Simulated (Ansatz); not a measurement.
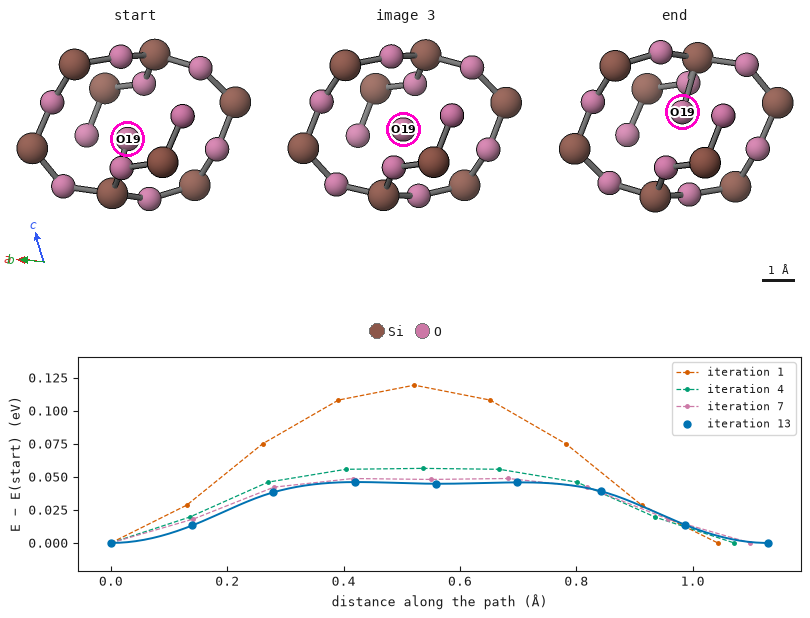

NEB run on SiO2 with an interstitial O (19 atoms in the cell). Images are numbered from 0 (start) to 8 (end). The plot follows the band through its iterations. Style: ball-and-stick. Shown: the atoms within 3.5 Å of the middle of the path, from a free direction. The moving atom is ringed, with any periodic copies. Bonds to atoms that aren't drawn are left out.

These are results of DFT PBE, scalar-relativistic, plane waves, PAW (Ansatz 0.2.0), not measurements. Run with plane-wave cutoff 420 eV; k-point mesh 2 × 2 × 2; Gaussian smearing 0.02 eV; spin collinear; 7 movable images; climbing image; force threshold 0.05 eV/Å; iteration limit 31; optimiser L-BFGS; starting path by straight interpolation.

> How did the profile develop, and is the result final?

The result is final at these settings. The band converged in 13 iterations. The climbing image converged on the top of the path. A check of its curvatures found one unstable direction (−0.41 eV/Å²), as a transition state must have. The first iteration put the highest image at 0.119 eV. The two ends have the same energy, and the highest point, image 3, lies 0.046 eV above the start.

Limits of the set-up: the periodic images lie only 4.8 Å apart, so the values are limited by the cell's size.

PAW datasets: the set soft_1.
